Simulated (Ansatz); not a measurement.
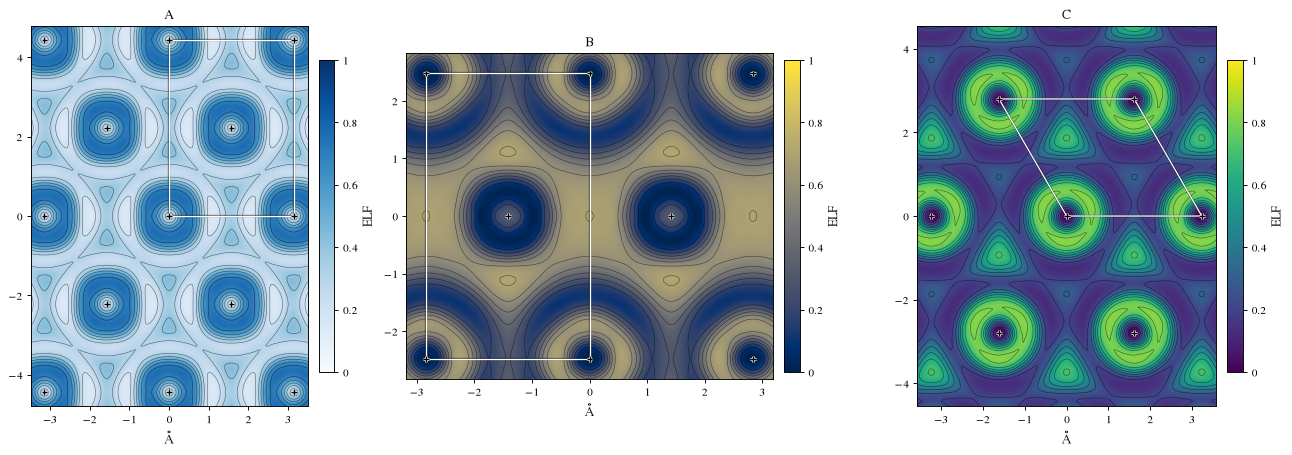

The ELF of 3 systems, each on a plane through atoms (crosses mark nuclei in the plane).

Method: DFT, PBE, PAW with Ansatz's default frozen-core files, fully relativistic files with spin-orbit coupling (Ansatz 0.2.0).

System 1: Mo, the (011) plane of the conventional cell. Space group Im-3m; computed pressure about 5 GPa in this cell.

System 2: Zr, the (001) plane of the conventional cell. Space group P6₃/mmc.

```yaml
crystal:
  lattice:
    - [3.23200, 0.00000, 0.00000]
    - [-1.61600, 2.79899, 0.00000]
    - [0.00000, 0.00000, 5.14700]
  atoms:
    - { symbol: Zr, position: [0.33333, 0.66667, 0.25000] }
    - { symbol: Zr, position: [0.66667, 0.33333, 0.75000] }
```

System 3: TiAl, the (011̄) plane of the conventional cell. Space group P4/mmm.

```yaml
crystal:
  lattice:
    - [2.83730, 0.00000, 0.00000]
    - [0.00000, 2.83730, 0.00000]
    - [0.00000, 0.00000, 4.05910]
  atoms:
    - { symbol: Ti, position: [0.00000, 0.00000, 0.00000] }
    - { symbol: Al, position: [0.50000, 0.50000, 0.50000] }
```

Question: Match each panel to its system.

Answer: Panel A is system 1, Mo: the plane holds Mo. Mo–Mo (2.72 Å): the ELF is about 0.30 at the midpoint (no shared electron pair shows on this line). Panel B is system 3, TiAl: the plane holds Ti and Al. Ti–Ti (2.84 Å): the ELF is about 0.30 at the midpoint. Panel C is system 2, Zr: the plane holds Zr. Zr–Zr (3.23 Å): the ELF is about 0.25 at the midpoint (no shared electron pair shows on this line).
